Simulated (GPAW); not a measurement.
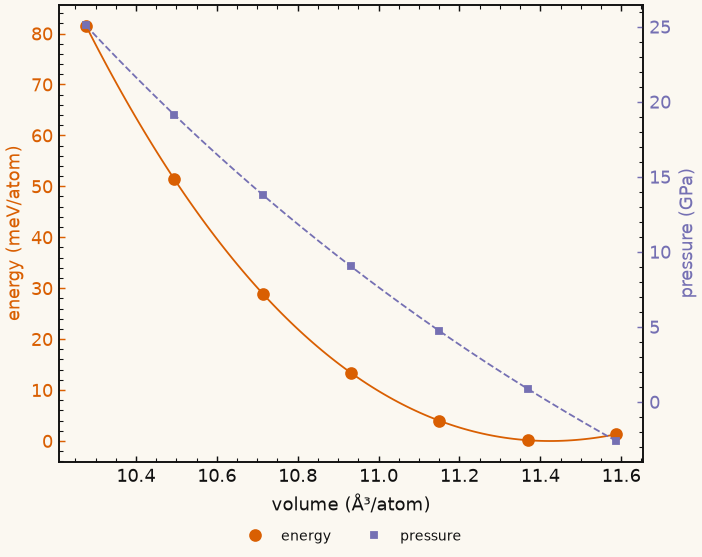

Plotted: energy and pressure against volume for AlNi₃, space group Pm-3m (No. 221).

Cell as given: a = 3.523 Å, b = 3.523 Å, c = 3.523 Å, α = 90.00°, β = 90.00°, γ = 90.00°; 4 atoms.

Method: PAW DFT in plane waves, on a grid or in atomic orbitals, collinear spins; energies at scaled volumes of the given cell, shape and fractions fixed, counted from the fit's minimum, third-order Birch-Murnaghan fit (GPAW 26.7.0). Level: PBE, collinear spin.

- k mesh: 6×6×6
- occupations: Fermi–Dirac
- smearing width: 0.05 eV
- potentials: GPAW PAW data sets (gpaw data 1.2.1)
- wave cutoff: 600 eV
- program settings: basis pw

Q: How stiff is the solid, and where is its volume at rest?

A: A third-order Birch–Murnaghan fit gives V0 = 11.42 Å³/atom, B0 = 186 GPa and B′ = 4.5.

Q: How does the pressure vary with volume?

A: It falls from 25.08 GPa at volume 10.28 Å³/atom to −2.61 GPa at 11.59 Å³/atom, and changes sign near 11.42 Å³/atom.

Keep in mind: nickel data set pressure off other codes.
